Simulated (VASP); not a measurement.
```xyz
18
Lattice="5.5211 0.0000 0.0000 0.0000 5.5211 0.0000 0.0000 0.0000 5.5211" Properties=species:S:1:pos:R:3 pbc="T T T"
O     4.7229    4.7681    5.0362
O     4.7600    1.2017    1.6868
O     2.9630    3.2497    1.6231
O     0.9985    2.9554    0.0449
O     1.6339    4.8171    3.5107
H     4.8201    0.0857    0.0691
H     5.3402    5.0099    4.3219
H     3.8637    1.5963    1.8711
H     5.4079    1.9439    1.8914
H     3.5639    3.7547    1.0502
H     2.1542    3.1405    1.0764
H     1.5588    3.4851    4.9159
H     0.1279    3.5288    5.4929
H     1.5774    1.3177    3.9925
H     2.1541    4.2298    2.8489
H     3.1846    0.5973    3.5856
H     1.9336    0.9796    2.2956
C     2.1472    0.6483    3.3472
```

Not relaxed (largest force 1.7 eV/Å).

The calculation used Kohn-Sham DFT of a periodic cell, PBE with D3(BJ), VASP PAW PBE potentials, recommended in VASP.

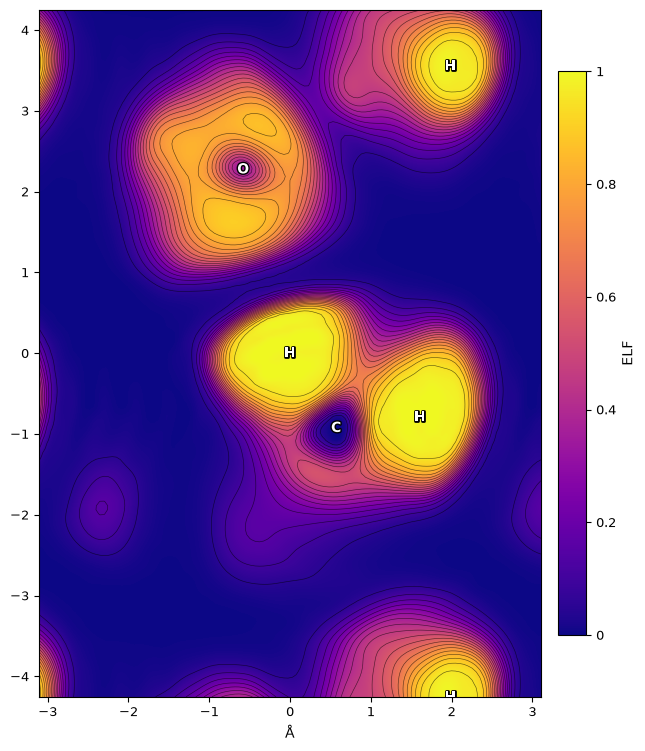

H₁₂CO₅ (amorphous cell). ELF on the (011̄) plane of the calculation cell.

Core electrons are frozen (PAW), and the valence fields are smoothed inside the atomic spheres.

Q: Interpret the plot.

A:
- The section cuts through O, H and C sites.
- Atoms just off the plane (O, 0.9 Å away and H, 0.5 Å away) can leave unmarked features too.
- C–H (1.07 Å): the ELF is about 1 at the midpoint (an ordinary covalent bond to hydrogen).
- The ELF also peaks beside O, away from the bonds: lone-pair regions.

Q: Does the calculation make it a metal, or give it a gap?

A: It is gapped, with a Kohn–Sham gap of 4.7 eV at the Γ point, the only k-point used.
